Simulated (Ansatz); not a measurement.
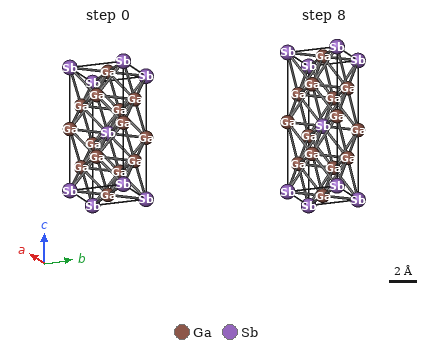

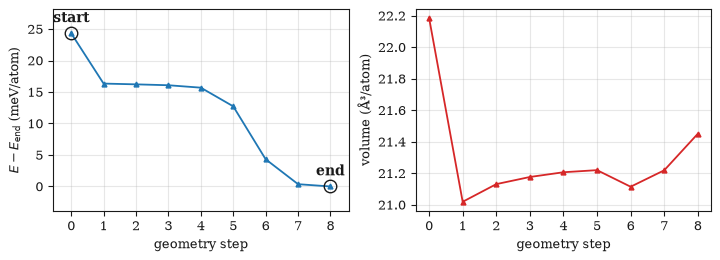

First and last geometry of a relaxation of solid Ga3Sb (set up in I4/mmm), with the history of the run. The picture is a ball-and-stick view of the conventional cell (2 times the calculation's cell), seen from a free direction. Lengths and directions refer to the drawn axes.

Case: relaxed functional: r2SCAN.

Method: DFT r2SCAN, scalar-relativistic, plane waves, PAW (Ansatz).

The input:
```yaml
crystal:
  lattice:
    - [-2.158799, 2.158799, 4.760484]
    - [2.158799, -2.158799, 4.760484]
    - [2.158799, 2.158799, -4.760484]
  atoms:
    - { symbol: Ga, position: [0.75, 0.25, 0.5] }
    - { symbol: Ga, position: [0.25, 0.75, 0.5] }
    - { symbol: Ga, position: [0.5, 0.5, 0.0] }
    - { symbol: Sb, position: [0.0, 0.0, 0.0] }
basis:
  ecutwfc: 500
kpoints:
  mp_grid: { grid: [14, 14, 14] }
hamiltonian:
  xc: r2scan
scf:
  occupations: { method: gaussian, width: 0.1 }
output:
  forces: true
  stress: true
  eigenvalues: true
relax:
  adjacent_minimum: "off"
  f_tol: 0.01
  max_steps: 60
  cell: { stress_tol: 0.05 }
```

Command:
```bash
ansatz run input.yaml --threads 1 --pin off --max-ram 2560MiB --backend cpu --events-out ev --progress --plain --runs-dir out
```

Question: Read the history and describe the run.

Answer: The run was cut off at its time limit before the relaxation converged, so the last structure is only a point on the way. The energy falls by 24.3 meV per atom in 8 geometry steps. All forces vanish by symmetry, so only the cell relaxes. Pressure: −2.22 GPa at the start and 0.04 GPa at the end. No atom moves by more than 0.005 Å relative to the cell. Cell: a = b 4.318 → 3.991 Å (−7.6 %), c 9.521 → 10.774 Å (+13.2 %). Volume −3.3 %. Among the contacts that change: Ga3–Sb4 3.053 → 2.822 Å, Ga1–Ga2 3.053 → 2.822 Å, Ga1–Sb4 3.213 → 3.352 Å, Ga1–Ga3 3.213 → 3.352 Å. The space group stays I4/mmm (No. 139).
